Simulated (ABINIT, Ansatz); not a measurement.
# CdWO4 (P2/c): changed settings of a GW run in ABINIT

Aim: change inputs of a GW run on CdWO4 (P2/c) and see what moves.

Method: LDA and many-body steps on it, plane waves, in ABINIT 10.8.3.

**1. Set-up**

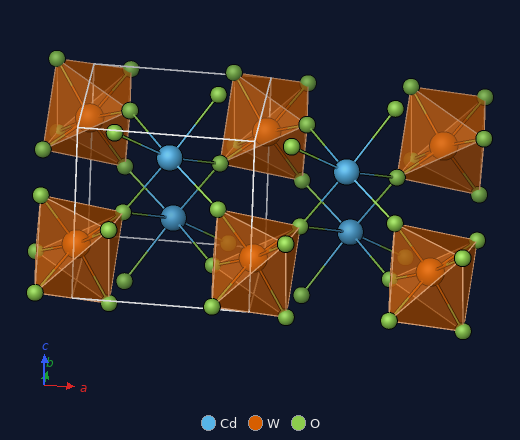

Start, viewed slightly off an axis; cadmium blue, tungsten orange, oxygen green. 2×1×1 cells are drawn. Some periodic images of atoms are drawn too.

The cell and positions come from the Crystallography Open Database and are kept as given unless a step says otherwise. Spin-orbit coupling is left out unless a step names it.

**2. Screening, 2×2×2 mesh, 197 bands, screening to 114.3 eV**

This step: ABINIT 10.8.3; RPA screening on LDA, plane waves, norm-conserving pseudopotentials.

The RPA dielectric matrix is built and inverted for each q.

Contents of run.abi:

```
acell 3*1.0 Angstrom
rprim 
  5.040000000000 -0.000000000000 -0.000000000000
  -0.000000000000 5.870100000000 -0.000000000000
  -0.130957318200 -0.000000000000 5.082413107100
ntypat 3
znucl 48 74 8
natom 12
typat 1 1 2 2 3 3 3 3 3 3 3 3
xred 
  0.500000000000 0.697290000000 0.250000000000
  0.500000000000 0.302710000000 0.750000000000
  -0.000000000000 0.178550000000 0.250000000000
  -0.000000000000 0.821450000000 0.750000000000
  0.201800000000 0.095500000000 0.950400000000
  0.798200000000 0.095500000000 0.549600000000
  0.798200000000 0.904500000000 0.049600000000
  0.201800000000 0.904500000000 0.450400000000
  0.242000000000 0.370300000000 0.383900000000
  0.758000000000 0.370300000000 0.116100000000
  0.758000000000 0.629700000000 0.616100000000
  0.242000000000 0.629700000000 0.883900000000
pp_dirpath "pseudos"
pseudos "Cd.upf, W.upf, O.upf"
ecut 47
ngkpt 2 2 2
nshiftk 1
shiftk 0 0 0
kptopt 1
chksymbreak 0
istwfk *1
occopt 1
irdwfk 1
optdriver 3
nband 197
ecuteps 4.2
inclvkb 2
awtr 1
symchi 1
indata_prefix "in"
outdata_prefix "out"
tmpdata_prefix "tmp"
```

The run is started by

```
> OMP_NUM_THREADS=1 mpirun -n 16 abinit run.abi > log
```

Log:

```text
.Version 10.8.3 of ABINIT. v10.8.2 released Aug 2026.

 Symmetries : space group P2/c (# 13); Bravais mP (primitive monocl.)
[... echo of the input left out ...]
== DATASET  1 ==================================================================
-   mpi_nproc: 16, omp_nthreads: 1 (-1 if OMP is not activated)

--- !DatasetInfo
iteration_state: {dtset: 1, }
dimensions: {natom: 12, nkpt: 8, mband: 197, nsppol: 1, nspinor: 1, nspden: 1, mpw: 15656, }
cutoff_energies: {ecut:  47.0, pawecutdg:  -1.0, }
electrons: {nelect:   1.16000000E+02, charge:   0.00000000E+00, occopt:   1.00000000E+00, tsmear:   1.00000000E-02, }

 SCREENING: Calculation of the susceptibility and dielectric matrices

 Based on a program developped by R.W. Godby, V. Olevano, G. Onida, and L. Reining.
 Incorporated in ABINIT by V. Olevano, G.-M. Rignanese, and M. Torrent.
.Using double precision arithmetic ; gwpc =  8

[... cell and pseudopotentials left out ...]
--------------------------------------------------------------------------------

 ==== K-mesh for the wavefunctions ====
 Number of points in the irreducible wedge :     8
[... list of points left out ...]
 Together with  4 symmetry operations and time-reversal symmetry
 yields     8 points in the full Brillouin Zone.

 ==== Q-mesh for the screening function ====
 Number of points in the irreducible wedge :     8
[... list of points left out ...]
 Together with  4 symmetry operations and time-reversal symmetry
 yields     8 points in the full Brillouin Zone.

 setmesh: FFT mesh size selected  =    40x   45x   40
          total number of points  =        72000

 vcoul_init : cutoff-mode = AUXILIARY_FUNCTION
 q-points for optical limit:   1
     1)      0.000010    0.000020    0.000030

- screening: taking advantage of time-reversal symmetry
- Maximum band index for partially occupied states nbvw = 58
- Remaining bands to be divided among processors   nbcw = 139
- Number of bands treated by each node ~8

 Number of electrons calculated from density =  116.0000; Expected =  116.0000
 average of density, n =  0.114318
 r_s =    1.2782
 omega_plasma =   32.6147 [eV]

 calculating chi0 at frequencies [eV] :
  1    0.000000E+00    0.000000E+00
  2    0.000000E+00    3.261469E+01

--------------------------------------------------------------------------------
  q-point number  1        q = ( 0.000000, 0.000000, 0.000000) [r.l.u.]
--------------------------------------------------------------------------------
[... chi0 elements left out ...]
 For q-point:  0.000010 0.000020 0.000030
  dielectric constant =   5.0544
  dielectric constant without local fields =   5.7063

  Average fulfillment of the sum rule on Im[epsilon] for q-point    1 :     50.23  [%]
[... wings left out ...]
  q-point number  2        q = ( 0.500000, 0.000000, 0.000000) [r.l.u.]
--------------------------------------------------------------------------------
[... chi0 elements left out ...]
  Average fulfillment of the sum rule on Im[epsilon] for q-point    2 :     56.02  [%]

 [... 6 further q-points ...]
```

It took 3.7 min on 16 MPI ranks of Intel Xeon 6975P-C (Granite Rapids), shared host; peak memory 18 GiB.

This step gave:

- ε∞ with local fields, on this mesh, along the program's q direction: 5.054
- the same without local fields: 5.706
- plasma frequency: 32.61 eV
- plane waves in the screening matrix: 407

Local fields lower ε∞ by 11 %. On a Γ-centred mesh this coarse the value itself is usually too large, while a short band sum pulls it down.

**3. Base**

The self-energy is evaluated for the states that the input lists, and the levels follow from it, in one-shot runs by the linearised quasiparticle equation.

This step: G0W0 on LDA, plane waves, norm-conserving pseudopotentials.

Edit run.abi of step 2 so:

```diff
@@ -33,8 +33,17 @@
 irdwfk 1
-optdriver 3
+optdriver 4
 nband 197
+gwcalctyp 0
+ecutsigx 47
+symsigma 1
+nkptgw 2
+kptgw 
+  0.0000000000 0.5000000000 0.0000000000
+  0.0000000000 0.0000000000 0.0000000000
+bdgw 
+  57 61
+  57 60
 ecuteps 4.2
-inclvkb 2
-awtr 1
-symchi 1
+irdscr 1
+ppmodel 1
 indata_prefix "in"
```

Log:

```text
.Version 10.8.3 of ABINIT. v10.8.2 released Aug 2026.

 Symmetries : space group P2/c (# 13); Bravais mP (primitive monocl.)
[... echo of the input left out ...]
== DATASET  1 ==================================================================
-   mpi_nproc: 16, omp_nthreads: 1 (-1 if OMP is not activated)

--- !DatasetInfo
iteration_state: {dtset: 1, }
dimensions: {natom: 12, nkpt: 8, mband: 197, nsppol: 1, nspinor: 1, nspden: 1, mpw: 15656, }
cutoff_energies: {ecut:  47.0, pawecutdg:  -1.0, }
electrons: {nelect:   1.16000000E+02, charge:   0.00000000E+00, occopt:   1.00000000E+00, tsmear:   1.00000000E-02, }

 SIGMA: Calculation of the GW corrections

 Based on a program developped by R.W. Godby, V. Olevano, G. Onida, and L. Reining.
 Incorporated in ABINIT by V. Olevano, G.-M. Rignanese, and M. Torrent.
.Using double precision arithmetic ; gwpc =  8

[... cell and pseudopotentials left out ...]
--------------------------------------------------------------------------------

 ==== K-mesh for the wavefunctions ====
 Number of points in the irreducible wedge :     8
[... list of points left out ...]
 Together with  4 symmetry operations and time-reversal symmetry
 yields     8 points in the full Brillouin Zone.

 ==== Q-mesh for screening function ====
 Number of points in the irreducible wedge :     8
[... list of points left out ...]
 Together with  4 symmetry operations and time-reversal symmetry
 yields     8 points in the full Brillouin Zone.

 vcoul_init : cutoff-mode = AUXILIARY_FUNCTION
 q-points for optical limit:   1
     1)      0.000010    0.000020    0.000030
 setmesh: FFT mesh size selected  =    60x   72x   60
          total number of points  =       259200

 Number of electrons calculated from density =  116.0000; Expected =  116.0000
 average of density, n =  0.114318
 r_s =    1.2782
 omega_plasma =   32.6147 [eV]

 === KS Band Gaps ===
  >>>> For spin  1
   Minimum direct gap =   2.9976 [eV], located at k-point      :   0.0000  0.5000  0.0000
   Fundamental gap    =   2.9976 [eV], Top of valence bands at :   0.0000  0.5000  0.0000
                                       Bottom of conduction at :   0.0000  0.5000  0.0000
 SIGMA fundamental parameters:
 PLASMON POLE MODEL  1
 number of plane-waves for SigmaX                15641
 number of plane-waves for SigmaC and W            407
 number of plane-waves for wavefunctions         15641
 number of bands                                   197
 number of independent spin polarizations            1
 number of spinorial components                      1
 number of k-points in IBZ                           8
 number of q-points in IBZ                           8
 number of symmetry operations                       4
 number of k-points in BZ                            8
 number of q-points in BZ                            8
 number of frequencies for dSigma/dE                 9
 frequency step for dSigma/dE [eV]                0.25
 number of omega for Sigma on real axis              0
 max omega for Sigma on real axis  [eV]           0.00
 zcut for avoiding poles [eV]                     0.10

 EPSILON^-1 parameters (SCR file):
 dimension of the eps^-1 matrix on file            407
 dimension of the eps^-1 matrix used               407
 number of plane-waves for wavefunctions         15641
 number of bands                                   197
 number of q-points in IBZ                           8
 number of frequencies                               2
 number of real frequencies                          1
 number of imag frequencies                          1

 matrix elements of self-energy operator (all in [eV])

 Perturbative Calculation

--- !SelfEnergy_ee
iteration_state: {dtset: 1, }
kpoint     : [   0.000,    0.500,    0.000, ]
spin       : 1
KS_gap     :    2.998
QP_gap     :    4.828
Delta_QP_KS:    1.831
data: !SigmaeeData |
     Band     E0 <VxcDFT>   SigX SigC(E0)      Z dSigC/dE  Sig(E)    E-E0       E
       57   4.958 -19.439 -24.445   4.937   0.780  -0.283 -19.492  -0.053   4.905
       58   5.524 -20.960 -25.788   4.830   0.789  -0.267 -20.958   0.001   5.525
       59   8.521 -17.109 -11.449  -3.446   0.828  -0.208 -15.277   1.832  10.353
       60   9.410 -16.657 -11.695  -3.413   0.822  -0.216 -15.383   1.274  10.684
       61   9.411 -18.189 -11.695  -3.413   0.822  -0.216 -15.655   2.534  11.945

--- !SelfEnergy_ee
iteration_state: {dtset: 1, }
kpoint     : [   0.000,    0.000,    0.000, ]
spin       : 1
KS_gap     :    3.643
QP_gap     :    5.483
Delta_QP_KS:    1.840
data: !SigmaeeData |
     Band     E0 <VxcDFT>   SigX SigC(E0)      Z dSigC/dE  Sig(E)    E-E0       E
       57   5.217 -19.763 -24.770   4.976   0.779  -0.283 -19.787  -0.024   5.193
       58   5.262 -20.830 -25.536   4.685   0.790  -0.265 -20.847  -0.017   5.245
       59   8.904 -17.169 -11.869  -3.086   0.823  -0.215 -15.345   1.823  10.728
       60   9.354 -18.087 -12.337  -3.350   0.819  -0.221 -16.122   1.965  11.319

== END DATASET(S) ==============================================================
================================================================================

 -outvars: echo values of variables after computation  --------
           etotal      0.0000000000E+00
            nband         197
             nkpt           8
          spgroup          13
 [... the other variables as echoed above ...]

 Calculation completed.
```

Elapsed: 20 s, on 16 MPI ranks; peak memory 6.2 GiB.

Numbers from this step:

* G0W0 gap on the points computed: 4.828 eV
* starting gap on the mesh: 2.998 eV
* k of the valence top: 0, 0.5, 0
* k of the conduction bottom: 0, 0.5, 0
* Z at the valence top: 0.789
* Z at the conduction bottom: 0.828
* least direct G0W0 gap on the computed points: 4.828 eV

The gap on the mesh goes from 3.00 eV to 4.83 eV, a correction of +1.83 eV.

**4. Scissors in G**

Edit run.abi of step 3 so:

```diff
@@ -48,2 +48,3 @@
 ppmodel 1
+mbpt_sciss 0.5 eV
 indata_prefix "in"
```

Log:

```text
.Version 10.8.3 of ABINIT. v10.8.2 released Aug 2026.

 Symmetries : space group P2/c (# 13); Bravais mP (primitive monocl.)
[... echo of the input left out ...]
== DATASET  1 ==================================================================
-   mpi_nproc: 16, omp_nthreads: 1 (-1 if OMP is not activated)

--- !DatasetInfo
iteration_state: {dtset: 1, }
dimensions: {natom: 12, nkpt: 8, mband: 197, nsppol: 1, nspinor: 1, nspden: 1, mpw: 15656, }
cutoff_energies: {ecut:  47.0, pawecutdg:  -1.0, }
electrons: {nelect:   1.16000000E+02, charge:   0.00000000E+00, occopt:   1.00000000E+00, tsmear:   1.00000000E-02, }

 SIGMA: Calculation of the GW corrections

 Based on a program developped by R.W. Godby, V. Olevano, G. Onida, and L. Reining.
 Incorporated in ABINIT by V. Olevano, G.-M. Rignanese, and M. Torrent.
.Using double precision arithmetic ; gwpc =  8

[... cell and pseudopotentials left out ...]
--------------------------------------------------------------------------------

 ==== K-mesh for the wavefunctions ====
 Number of points in the irreducible wedge :     8
[... list of points left out ...]
 Together with  4 symmetry operations and time-reversal symmetry
 yields     8 points in the full Brillouin Zone.

 ==== Q-mesh for screening function ====
 Number of points in the irreducible wedge :     8
[... list of points left out ...]
 Together with  4 symmetry operations and time-reversal symmetry
 yields     8 points in the full Brillouin Zone.

 vcoul_init : cutoff-mode = AUXILIARY_FUNCTION
 q-points for optical limit:   1
     1)      0.000010    0.000020    0.000030
 setmesh: FFT mesh size selected  =    60x   72x   60
          total number of points  =       259200

 Number of electrons calculated from density =  116.0000; Expected =  116.0000
[...]
max omega for Sigma on real axis  [eV]           0.00
 zcut for avoiding poles [eV]                     0.10
 scissor energy [eV]                              0.50

 EPSILON^-1 parameters (SCR file):
 dimension of the eps^-1 matrix on file            407
 dimension of the eps^-1 matrix used               407
 number of plane-waves for wavefunctions         15641
 number of bands                                   197
 number of q-points in IBZ                           8
 number of frequencies                               2
 number of real frequencies                          1
 number of imag frequencies                          1

 matrix elements of self-energy operator (all in [eV])

 Perturbative Calculation

--- !SelfEnergy_ee
iteration_state: {dtset: 1, }
kpoint     : [   0.000,    0.500,    0.000, ]
spin       : 1
KS_gap     :    2.998
QP_gap     :    4.883
Delta_QP_KS:    1.885
data: !SigmaeeData |
     Band     E0 <VxcDFT>   SigX SigC(E0)      Z dSigC/dE  Sig(E)    E-E0       E
       57   4.958 -19.439 -24.445   4.958   0.780  -0.282 -19.476  -0.037   4.921
       58   5.524 -20.960 -25.788   4.850   0.790  -0.266 -20.943   0.017   5.541
       59   8.521 -17.109 -11.449  -3.467   0.829  -0.207 -15.206   1.902  10.423
[...]
--- !SelfEnergy_ee
iteration_state: {dtset: 1, }
kpoint     : [   0.000,    0.000,    0.000, ]
spin       : 1
KS_gap     :    3.643
QP_gap     :    5.536
Delta_QP_KS:    1.893
data: !SigmaeeData |
     Band     E0 <VxcDFT>   SigX SigC(E0)      Z dSigC/dE  Sig(E)    E-E0       E
[...]
59   8.904 -17.169 -11.869  -3.111   0.824  -0.213 -15.276   1.893  10.797
       60   9.354 -18.087 -12.337  -3.374   0.820  -0.220 -16.049   2.038  11.392

== END DATASET(S) ==============================================================
================================================================================

 -outvars: echo values of variables after computation  --------
           etotal      0.0000000000E+00
            nband         197
             nkpt           8
          spgroup          13
 [... the other variables as echoed above ...]

 Calculation completed.
```

Wall time 21 s (16 MPI ranks); peak memory 6.2 GiB.

Numbers from this step:

- G0W0 gap on the points computed: 4.882 eV
- starting gap on the mesh: 2.998 eV
- k of the valence top: 0, 0.5, 0
- k of the conduction bottom: 0, 0.5, 0
- Z at the valence top: 0.79
- Z at the conduction bottom: 0.829
- least direct G0W0 gap on the computed points: 4.882 eV

(Continued in part 2 of 2.)

[Paths, hosts, dates, memory and timing lines, banners, echoed tables and standing remarks are left out of the program output.]

[Logs are printed without paths, hosts, clocks, repeated set-up lines and the standing remarks that a program may print on its own settings, such as how far it seeks lower states.]

[Runs of the session that timed out or met a known fault of the program may be left out.]

[Hosts, paths, dates, database ids (printed as entryN), source tags and the programs' standing remarks are cut or masked in the printed files.]

[G0W0 gaps are taken among the corrected bands and points alone; a level outside them can change the order at an edge.]

[Where Ansatz stands beside ABINIT at settings called matched, ABINIT's density can come from a denser mesh and the files from another edition; pairs whose starting gaps differed by over 0.03 eV were left out, so agreement reads better than it is.]
